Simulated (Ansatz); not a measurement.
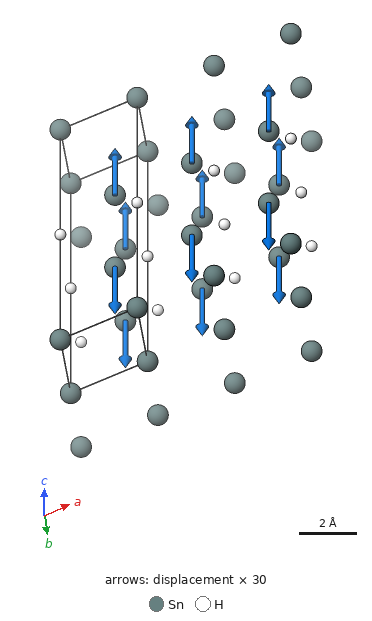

This is a relaxation of a crystal of Sn3H (a generated structure, set up in P-6m2). The starting structure is drawn; blue arrows show the displacements (the part carried along by the change of the cell is left out), 30 times their true length.

Style: ball-and-stick. Shown: the cell of the calculation, repeated 3 × 2 × 1 with one cell outlined, from a free direction.

The calculation used DFT PBE, scalar-relativistic, plane waves, PAW in Ansatz. (plane-wave cutoff 420 eV; k-point mesh 18 × 18 × 6; occupations gaussian; smearing width 0.1 eV; no spin polarisation; cell and atoms relaxed; force threshold 0.01 eV/Å; at most 80 steps)

> Which element moves most?

Tin: up to 0.067 Å, against 0.000 Å for hydrogen.

> What happened in the run?

The largest moves relative to the cell, 0.067 Å, are those of Sn atoms. H stays in place. The volume changes by +0.2 %, with a = b 3.356 → 3.345 Å (−0.3 %), c 8.980 → 9.058 Å (+0.9 %). The space group stays P-6m2 (No. 187). The energy falls by 5.6 meV per atom in 3 accepted moves (4 points after the start). The largest force component goes from 0.35 to 0.0022 eV/Å. The pressure goes from 0.23 to −0.04 GPa. At 1 point the geometry stayed and the basis and grid were re-selected for the new cell (energy shift of less than 0.05 meV per atom at most each time). The run took 2.4 min on 1 thread of Arm Neoverse V2, with other jobs on the host, peak memory 0.56 GiB.
